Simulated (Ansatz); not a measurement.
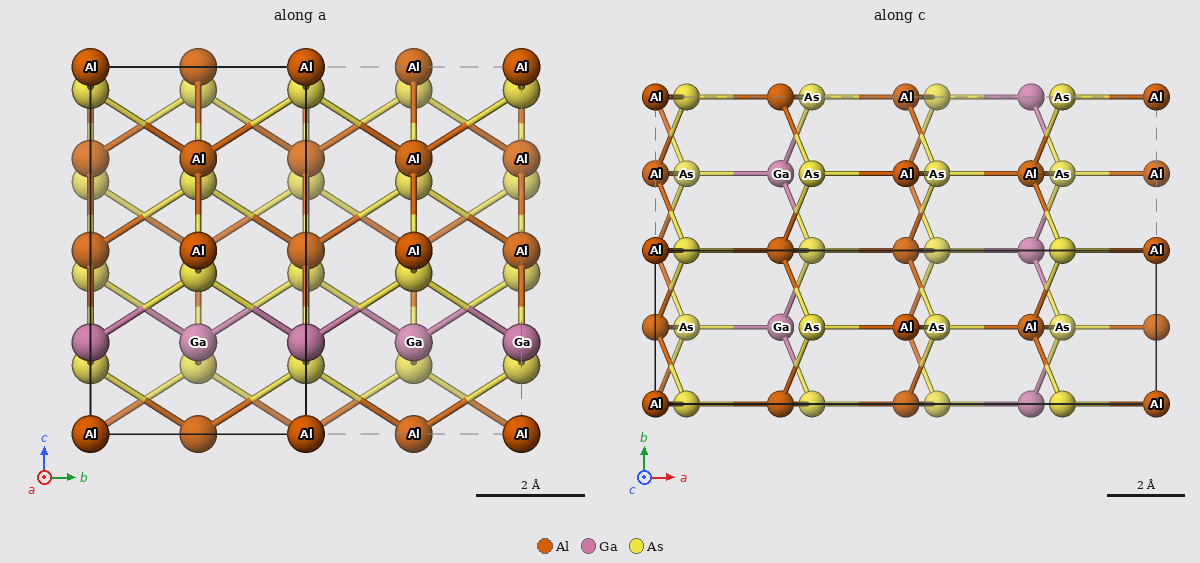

View along the a axis and along the c axis, drawn as a ball-and-stick model. The picture spans 1×2×1 cells, one conventional unit cell being drawn with solid lines.

Al3GaAs4, space group Cm (No. 8), a = 13.31 Å, b = 4.02 Å, c = 6.95 Å, α = 90.00°, β = 100.06°, γ = 90.00°.

The numbers come from DFT, PBE, plane waves, PAW in Ansatz, using a cutoff energy of 420 eV, k-points about 0.27 Å⁻¹ apart, Fermi-Dirac smearing of 0.02 eV, no spin polarisation.

What is the electronic character?

A semiconductor at this level, with a gap of 1.39 eV, direct.

What is the pressure at this volume?

The computed pressure is 2.1 GPa (compressed: it would expand).

The structure was taken from a structure type filled with these elements by a generator (whether the compound takes this form wasn't checked). Earlier steps of the study may have refined or changed the cell and positions. A calculation with Ansatz used it as input.
